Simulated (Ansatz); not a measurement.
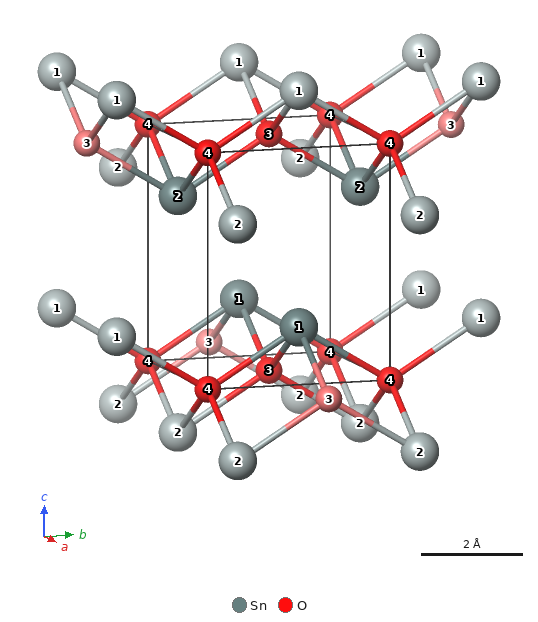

Fig. 1: The structure as given in the input (ball-and-stick view of the cell of the calculation, seen slightly off an axis; neighbours outside the cell are drawn fainter; atoms are numbered from 1 in the order of the input). An atom can appear more than once, as a periodic image.

# SnO: geometry relaxation

The run: geometry relaxation of SnO (P4/nmm, 4 atoms in the cell). Method and program: DFT PBEsol, scalar-relativistic, plane waves, PAW, no spin polarisation (Ansatz 0.2.0).

The structure derives from a Materials Project entry. Figures and captions count atoms from 1; the log counts them from 0 in places.

What the program printed:
```
Engine: ansatz 0.2.0, aarch64-unknown-linux-gnu
Pseudopotentials: kind: paw
Pseudopotential: Sn, paw, valence charge 14, recommended cutoff 420 eV (normal), Sn.paw.azcp
Pseudopotential: O, paw, valence charge 6, recommended cutoff 420 eV (normal), O.paw.azcp
Functional definition: PBEsol
  exchange = pbesol_x
  correlation = pbesol_c
Crystal: 4 atoms, lattice volume = 68.831 Å³
Basis set: ecut = 420 eV, 1335 PW (Γ), exchange–correlation on 54×54×64 points (8 copies of the dense FFT grid, shifted against one another)
Bands: 24, of which v1, the nominal top of the filled ones, is band 20 counted from 1 (19 counted from 0)
Symmetry: 16 space group operations
Space group: P4/nmm (ITA 129), of the structure as read, at distance tolerance 4.1e-5 Å
k-points: 168 of 1440
Non-local potential: Sn, projectors of the file, l = 0: 2, l = 1: 2, l = 2: 2, l = 3: 2
Non-local potential: O, projectors of the file, l = 0: 2, l = 1: 2, l = 2: 1
PAW form: soft (Blöchl's): semilocal exchange-correlation on the pseudo side does not see the compensation charge
PAW frozen core: Sn, regenerated for the run's functional, and the local potential with it (the file was generated under x = pbe(κ = 0.804, μ = 0.2195149727645171), c = pbe(β = 0.06672455060314922))
PAW frozen core: O, regenerated for the run's functional, and the local potential with it (the file was generated under x = pbe(κ = 0.804, μ = 0.2195149727645171), c = pbe(β = 0.06672455060314922))
PAW one-centre angular grid: Sn, 590 points (default); XC on 64 Gauss nodes
PAW one-centre angular grid: O, 110 points (default); XC on 64 Gauss nodes
Initial density: superposition of atomic densities (neutral atoms: chi_scale 0, normalization atom), corrected by the library's trained network
Initial wavefunctions: pseudopotential atomic-orbital guess
Functional: x = pbesol(κ = 0.804, μ = 0.12345679012345678), c = pbesol(β = 0.046)
SCF iter   1: F=—  HF=-13021.447730 eV  |F-HF|=—  |Δ(HF+E_count)|=         —  Δρ=1.40e-2  dr2=1.12e-1  ethr=1.77e-3  ⟨swp⟩=5.8  Hψ=18193  notcnv=0
preconditioner: auto → Resta (q_TF=auto, 2.492 Å⁻¹)  ε∞=3.5  [insulator: Δε(μ)=0.138 eV  Ē_g=17.990 eV  σ=0.100 eV  W_gap=0.59  n_scr=18 (ndim 8)  ℏωp=28.3 eV  f_vac=0.013  D(μ)=0.20/eV (n_scr^D=0)  ε∞_Penn≈3.5]
SCF iter   2: F=—  HF=-13021.423934 eV  |F-HF|=—  |Δ(HF+E_count)|=   2.38e-2  Δρ=4.64e-3  dr2=1.36e-2  ethr=2.80e-4  ⟨swp⟩=2.0  Hψ=7429  notcnv=0
preconditioner: auto → Kerker (q_TF=auto, 2.492 Å⁻¹)  [metal: Δε(μ)=0.088 eV  Ē_g=18.038 eV  σ=0.100 eV  W_gap=0.47  n_scr=18 (ndim 8)  ℏωp=28.3 eV  f_vac=0.013  D(μ)=0.13/eV (n_scr^D=0)]
SCF iter   3: F=—  HF=-13021.421196 eV  |F-HF|=—  |Δ(HF+E_count)|=   2.74e-3  Δρ=1.25e-3  dr2=1.32e-3  ethr=3.39e-5  ⟨swp⟩=2.0  Hψ=5193  notcnv=0
SCF iter   4: F=—  HF=-13021.420987 eV  |F-HF|=—  |Δ(HF+E_count)|=   2.10e-4  Δρ=3.19e-4  dr2=1.35e-4  ethr=3.30e-6  ⟨swp⟩=2.6  Hψ=7276  notcnv=0
SCF iter   5: F=—  HF=-13021.420979 eV  |F-HF|=—  |Δ(HF+E_count)|=   8.20e-6  Δρ=1.16e-4  dr2=1.82e-5  ethr=3.38e-7  ⟨swp⟩=2.9  Hψ=7603  notcnv=0
SCF iter   6: F=—  HF=-13021.420938 eV  |F-HF|=—  |Δ(HF+E_count)|=   4.07e-5  Δρ=3.30e-5  dr2=9.77e-7  ethr=4.54e-8  ⟨swp⟩=2.1  Hψ=5297  notcnv=0
SCF iter   7: F=-13021.420938 eV  HF=-13021.420938 eV  |F-HF|=2.89e-8  |Δ(HF+E_count)|=   3.51e-7  Δρ=1.19e-5  dr2=8.93e-8  ethr=2.50e-10  ⟨swp⟩=11.4  Hψ=32095  notcnv=0
SCF 1 converged in 7 iterations: F = -13021.420938 eV  dr2 = 8.93e-8
  greatest PAW one-centre occupation: 0.994 electrons in one spin orbital (limit 2), on the Sn atom at site 1 (counted from 0), in its partial waves of l = 2
relax step   1: F+E_penalty+E_count = -13021.42093822 eV  Δ(F+E_penalty+E_count) = +0.000e0 eV  max|allowed force component| = 1.872e-3 eV/Å  Δτ_max = 0.0000 Å  P = -0.000 GPa  Ω = 68.831 Å³  (7 SCF iters, dr2 threshold 1.00e-7 eV, accepted)
Initial density: handed on by an earlier stage of this run
Initial wavefunctions: pseudopotential atomic-orbital guess (no wavefunctions were taken with the density)
iter 1 solved again at ethr=1.03e-7 eV; its pass at ethr=3.10e-3 eV (dr2=4.13e-5 eV) is discarded
SCF iter   1: F=—  HF=-13021.420980 eV  |F-HF|=—  |Δ(HF+E_count)|=         —  Δρ=1.18e-5  dr2=8.87e-8  ethr=1.03e-7  ⟨swp⟩=3.3  Hψ=28891  notcnv=0
preconditioner: auto → Kerker (q_TF=auto, 2.492 Å⁻¹)  [metal: Δε(μ)=0.058 eV  Ē_g=18.048 eV  σ=0.100 eV  W_gap=0.31  n_scr=18 (ndim 8)  ℏωp=28.3 eV  f_vac=0.010  D(μ)=0.15/eV (n_scr^D=0)]
SCF iter   2: F=—  HF=-13021.420938 eV  |F-HF|=—  |Δ(HF+E_count)|=   4.16e-5  Δρ=7.66e-6  dr2=4.42e-8  ethr=2.22e-10  ⟨swp⟩=2.4  Hψ=7498  notcnv=0
SCF iter   3: F=—  HF=-13021.420938 eV  |F-HF|=—  |Δ(HF+E_count)|=   2.92e-8  Δρ=2.92e-6  dr2=8.96e-9  ethr=1.10e-10  ⟨swp⟩=2.1  Hψ=5213  notcnv=0
SCF iter   4: F=—  HF=-13021.420938 eV  |F-HF|=—  |Δ(HF+E_count)|=   4.46e-9  Δρ=1.91e-6  dr2=3.05e-9  ethr=2.24e-11  ⟨swp⟩=2.0  Hψ=5383  notcnv=0
SCF iter   5: F=—  HF=-13021.420938 eV  |F-HF|=—  |Δ(HF+E_count)|=  4.98e-10  Δρ=5.85e-7  dr2=4.08e-10  ethr=7.63e-12  ⟨swp⟩=2.0  Hψ=5198  notcnv=0
SCF iter   6: F=-13021.420938 eV  HF=-13021.420938 eV  |F-HF|=2.18e-11  |Δ(HF+E_count)|=  7.64e-11  Δρ=1.19e-7  dr2=2.77e-11  ethr=1.00e-12  ⟨swp⟩=5.2  Hψ=21156  notcnv=0
SCF 2 converged in 6 iterations: F = -13021.420938 eV  dr2 = 2.77e-11
relax step   2: F+E_penalty+E_count = -13021.42093824 eV  Δ(F+E_penalty+E_count) = -1.923e-8 eV  max|allowed force component| = 1.847e-3 eV/Å  Δτ_max = 0.0000 Å  P = -0.000 GPa  Ω = 68.831 Å³  stress off target by 1.94e-2 GPa  SCF on the basis re-selected at this cell (its energy is not comparable with the rows above)  (6 SCF iters)
```

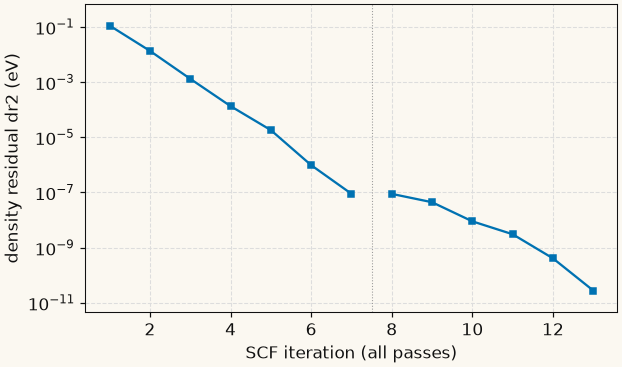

Fig. 2: Convergence of the self-consistent field: density residual dr2 against the SCF iteration. The dotted lines part the SCF passes of the relaxation: geometry steps, rejected trials and re-solves on a re-selected basis. The passes take 7 and 6 iterations.

```
basis re-selected at this cell: Δ(F+E_penalty+E_count) = -1.923e-8 eV, ΔP = +0.000 GPa vs the last step (what re-selecting the basis moved, of the pressure what is left beyond the Pulay correction that the steps carried, after the strain that the cell walked since its last selection, with what the two solves' SCF thresholds leave and, on support functions, any second-order correction that the steps lacked; it is no measure of the basis error at this ecutwfc). This SCF's stress stands 1.94e-2 GPa from its target on what of the cell is left free (relax.cell.stress_tol is 5.00e-2 GPa) and its largest allowed force component is 1.85e-3 eV/Å (relax.f_tol is 5.00e-3 eV/Å): within both
SCF converged after 6 iterations
Free energy (F): -13021.420938 eV
Harris-Foulkes:  -13021.420938 eV  (|F-HF|=2.18e-11)
Internal energy: -13021.420186 eV  (E = F + TS)
E sigma→0 (E₀):  -13021.420562 eV
Entropy (-TS):   -0.000752 eV (-0.188 meV/atom)
Fermi energy:    10.128902 eV
--- Per-component energies (eV) ---
  E_band       = -179.558922
  E_kinetic    = 723.745443
  E_local      = -2594.283113  (includes V_loc(G=0)·N_el)
  E_nonlocal   = 36.353713
  E_hartree    = 1408.269315
  E_xc         = -904.380971
  E_vxc        = -380.998802  (∫ρ·V_xc dr)
  E_paw        = -8435.146176  (= ΣΔE_a)
  E_vpaw       = -780.919551  (= ΣTr[D̂ρ^β])
  E_aug_tail   = 0.004790  (compensation charges beyond the density's cutoff)
  E_ewald      = -3256.623442
  E_core_change = 0.640255  (= ΣΔE_core)
  E_smearing   = -0.000752  (= −TS)
  E_closure    = -0.000000  (closes the sum)
  Σ components = -13021.420938   (vs F -13021.420938, Δ=0.00e0)
--- Forces (eV/Å), atoms counted from 1 ---
  atom   1  Sn     0.00000000     0.00000000     0.00184663
  atom   2  Sn     0.00000000     0.00000000    -0.00184663
  atom   3  O      0.00000000     0.00000000    -0.00000000
  atom   4  O      0.00000000     0.00000000     0.00000000
  max |Σ_I F_I| component: 0.00e0 eV/Å
--- Stress (GPa, compression-positive) ---
        0.009232       0.000000       0.000000
        0.000000       0.009232       0.000000
        0.000000       0.000000      -0.019438
  P = ⅓ Tr σ = -0.0003 GPa (-0.003 kbar)
--- Band table (eV; the first three rows and the last of 168) ---
  k-point 0: bands = ["-11.8781", "-11.4338", "-11.4338", "-11.4293", "-11.3866", "-11.3764", "-11.3248", "-11.3189", "-11.2974", "-11.2974", "-10.1141", "-7.3915", "2.4189", "3.2271", "3.7445", "3.7445", "6.5861", "6.8947", "6.8947", "10.0745", "12.2248", "14.6016", "14.6267", "14.6267"]
  k-point 1: bands = ["-11.8761", "-11.4313", "-11.4312", "-11.4312", "-11.3853", "-11.3750", "-11.3262", "-11.3203", "-11.3004", "-11.3004", "-10.1097", "-7.3916", "2.0165", "3.7335", "3.7570", "3.7570", "6.5785", "6.8933", "6.8933", "10.0094", "12.0644", "14.2723", "14.2723", "14.6435"]
  k-point 2: bands = ["-11.8709", "-11.4366", "-11.4238", "-11.4238", "-11.3813", "-11.3708", "-11.3302", "-11.3241", "-11.3088", "-11.3088", "-10.0981", "-7.3918", "1.4855", "3.7902", "3.7902", "4.5740", "6.5572", "6.8894", "6.8894", "9.7519", "11.7855", "13.7168", "13.7168", "14.5229"]
  k-point 167: bands = ["-11.7885", "-11.7885", "-11.3944", "-11.3944", "-11.3657", "-11.3657", "-11.3392", "-11.3392", "-11.2961", "-11.2961", "-8.2933", "-8.2933", "1.0273", "1.0273", "4.3888", "4.3888", "7.2708", "7.2708", "7.5644", "7.5644", "12.3470", "12.3470", "14.2272", "14.2272"]
--- Relaxed structure (1 steps of the walk, 1 accepted, 1 SCFs on fresh bases) ---
  F+E_penalty+E_count = -13021.42093824 eV   max|allowed force component| = 1.847e-3 eV/Å   (the final SCF, on the basis selected at the relaxed cell)
  cell:  # Å, volume = 68.8309 Å³
    - [3.8052939766, 0.0, 0.0]
    - [0.0, 3.8052939766, 0.0]
    - [0.0, 0.0, 4.7534315652]
  atoms:
    - { symbol: Sn, position: [0.0, 0.49999999999999994, 0.24239942519999996] }
    - { symbol: Sn, position: [0.49999999999999994, 0.0, 0.7576005747999999] }
    - { symbol: O, position: [0.49999999999999994, 0.49999999999999994, 0.0] }
    - { symbol: O, position: [0.0, 0.0, 0.0] }
```

Trajectory as extended XYZ (Å, eV, eV/Å), 2 frames, from step=1 to step=2:
```
4
Lattice="3.8053 0.0000 0.0000 0.0000 3.8053 0.0000 0.0000 0.0000 4.7534" Properties=species:S:1:pos:R:3:forces:R:3 step=1 energy=-13021.42094 pressure_GPa=-0.00
Sn    0.0000    1.9026    1.1522    0.0000   0.0000   0.0019
Sn    1.9026    0.0000    3.6012    0.0000   0.0000  -0.0019
O     1.9026    1.9026    0.0000    0.0000   0.0000   0.0000
O     0.0000    0.0000    0.0000    0.0000   0.0000   0.0000
4
Lattice="3.8053 0.0000 0.0000 0.0000 3.8053 0.0000 0.0000 0.0000 4.7534" Properties=species:S:1:pos:R:3:forces:R:3 step=2 energy=-13021.42094 pressure_GPa=-0.00
Sn    0.0000    1.9026    1.1522    0.0000   0.0000   0.0018
Sn    1.9026    0.0000    3.6012    0.0000   0.0000  -0.0018
O     1.9026    1.9026    0.0000    0.0000   0.0000   0.0000
O     0.0000    0.0000    0.0000    0.0000   0.0000   0.0000
```

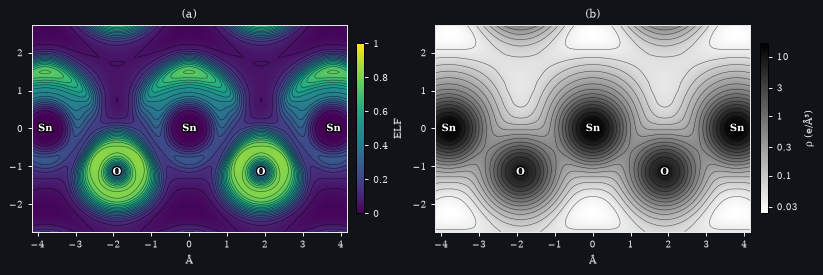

Fig. 3: (a) ELF; (b) valence charge density (pseudo) on the (010) plane of the conventional cell. Sn–O (2.22 Å): the density is about 0.48 e/Å³ at the midpoint; the ELF is about 0.20 at the midpoint (no shared pair; the contact is polar). Away from the nuclei the density in this plane falls to 0.02 e/Å³ at its lowest. Core electrons are frozen (PAW), so the fields are smoothed inside the atomic spheres.

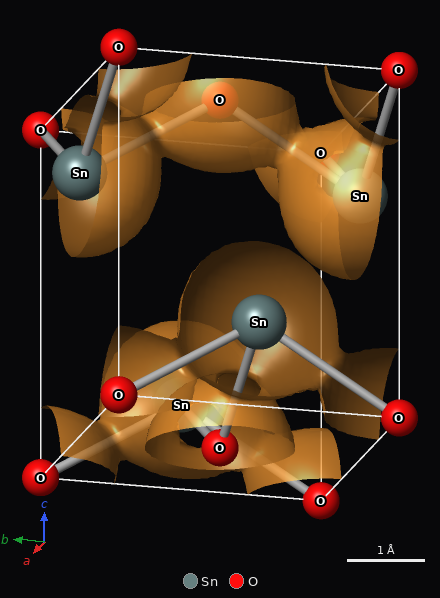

Fig. 4: Isosurface of the valence charge density (pseudo) at 0.4 e/Å³ (orange), seen at an oblique angle. Sticks mark near contacts. The outline is the cell set on symmetry axes. At this value the density is joined into sheets; it holds about 80 % of the electrons treated as valence (semicore included). On the grid the lowest density along these lines, outside the cores, is 0.48 e/Å³ (Sn–O, 2.22 Å).

This output came from the following input.

Input:
```yaml
crystal:
  lattice:
    - [3.8052939766, 0.0, 0.0]
    - [0.0, 3.8052939766, 0.0]
    - [0.0, 0.0, 4.7534315652]
  atoms:
    - { symbol: Sn, position: [0.0, 0.5, 0.2423994252] }
    - { symbol: Sn, position: [0.5, 0.0, 0.7576005748] }
    - { symbol: O, position: [0.5, 0.5, 0.0] }
    - { symbol: O, position: [0.0, 0.0, 0.0] }
basis:
  ecutwfc: 420
kpoints:
  mp_grid: { grid: [12, 12, 10] }
hamiltonian:
  xc: pbesol
scf:
  occupations: { method: gaussian, width: 0.1 }
output:
  forces: true
  stress: true
  eigenvalues: true
  write_density: true
  write_potential: true
  elf: true
  volumetric_format: npy
relax:
  adjacent_minimum: "off"
  f_tol: 0.005
  max_steps: 80
  cell: { stress_tol: 0.05 }
```

Run as:
```bash
ansatz run input.yaml --threads 2 --pin off --max-ram 5120MiB --backend cpu --events-out ev --progress --plain --runs-dir out
```

Key numbers:

| quantity | value |
| --- | --- |
| outcome | converged |
| space group (tolerance 0.01 Å) | P4/nmm (129) |
| electrons treated | 40 |
| free energy | −13021.4209 eV |
| Fermi energy | 10.129 eV |
| gap on the k-point mesh | none (metallic) |
| pressure | 0.00 GPa |
| final volume | 68.83 Å³ |
| largest force (length of the vector) at the end | 0.002 eV/Å |
| final cell | a = 3.805 Å, b = 3.805 Å, c = 4.753 Å, α = 90.00°, β = 90.00°, γ = 90.00° |
| hardware | 2 threads of Arm Neoverse V2, 24 GiB of memory available, shared host |
| wall time | 16 s (CPU time 32 s) |
| peak memory | 0.5 GiB |
